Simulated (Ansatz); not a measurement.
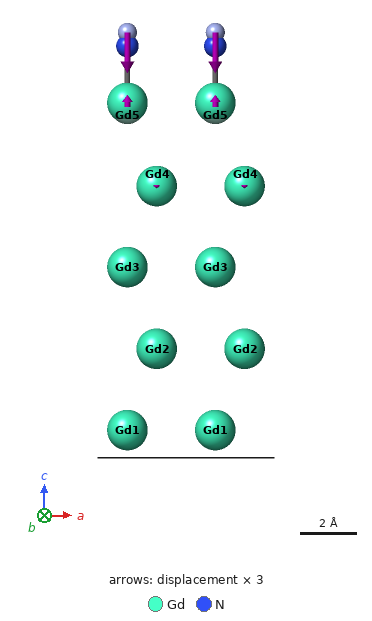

This is a constrained relaxation of a slab of composition Gd₅N (cut from the P6_3/mmc phase). The starting structure is drawn faded, the final one solid; purple arrows show the displacements, magnified 3 times.

A ball-and-stick model of the 2 × 1 repeat of the cell, outlined in the plane, without the vacuum, seen along the b axis.

The slab is the (0 0 1) face of Gd with N on it. 2 atoms are held fixed.

Level of theory: DFT PBE+U, scalar-relativistic, plane waves, PAW in Ansatz 0.2.0.

Input file:
```yaml
crystal:
  lattice:
    - [3.6515676241, 0.0, 0.0]
    - [-1.8257838121, 3.1623503261, 0.0]
    - [0.0, 0.0, 30.7056920173]
  atoms:
    - { symbol: Gd, position: [0.3333333333, 0.6666666667, 0.2768216393], spin: 8.39 }
    - { symbol: Gd, position: [0.6666666667, 0.3333333333, 0.3721271938], spin: 8.23 }
    - { symbol: Gd, position: [0.3333333333, 0.6666666667, 0.4680977266], spin: 8.25 }
    - { symbol: Gd, position: [0.6666666667, 0.3333333333, 0.5641222731], spin: 8.18 }
    - { symbol: Gd, position: [0.3333333333, 0.6666666667, 0.6555707308], spin: 8.34 }
    - { symbol: "N", position: [0.3333333333, 0.6666666667, 0.7428509654], spin: 3.0 }
basis:
  ecutwfc: 420
kpoints:
  mp_grid: { grid: [9, 9, 1] }
hamiltonian:
  xc: pbe
  hubbard: { sites: [{ species: Gd, l: f, u_eff: 6.0 }] }
scf:
  occupations: { method: gaussian, width: 0.1 }
  lower_state_search: "off"
output:
  forces: true
  eigenvalues: true
  populations: true
  write_density: true
  write_potential: true
  elf: true
  volumetric_format: npy
magnetization:
  spin_polarized: true
relax:
  adjacent_minimum: "off"
  f_tol: 0.03
  max_steps: 70
  constraints: [{ sites: [0, 1] }]
efield:
  axis: 3
  dipole_correction: true
  ramp_width: 0.04
```

Launched with:
```bash
ansatz run input.yaml --threads 4 --pin off --max-ram 10240MiB --backend cpu --events-out ev --progress --plain --runs-dir out
```

Describe the change and its energy.

Answer. After 4 accepted moves (5 points after the start) the energy has fallen by 0.823 eV per cell of the calculation. The largest force component goes from 1.6 to 0.006 eV/Å. 1 step only repeated the SCF at the same geometry. The atom that moves furthest is N6 (0.49 Å along the normal (−c)). Largest moves by element: N 0.49 Å, Gd 0.15 Å. The lattice vectors keep their values. Near-neighbour distances that change, for instance: Gd5–N6 2.680 → 2.042 Å, Gd4–Gd5 3.511 → 3.663 Å, Gd3–Gd4 3.625 → 3.597 Å.

Limits of the set-up: the periodic images lie only 3.7 Å apart, so the values are limited by the cell's size.
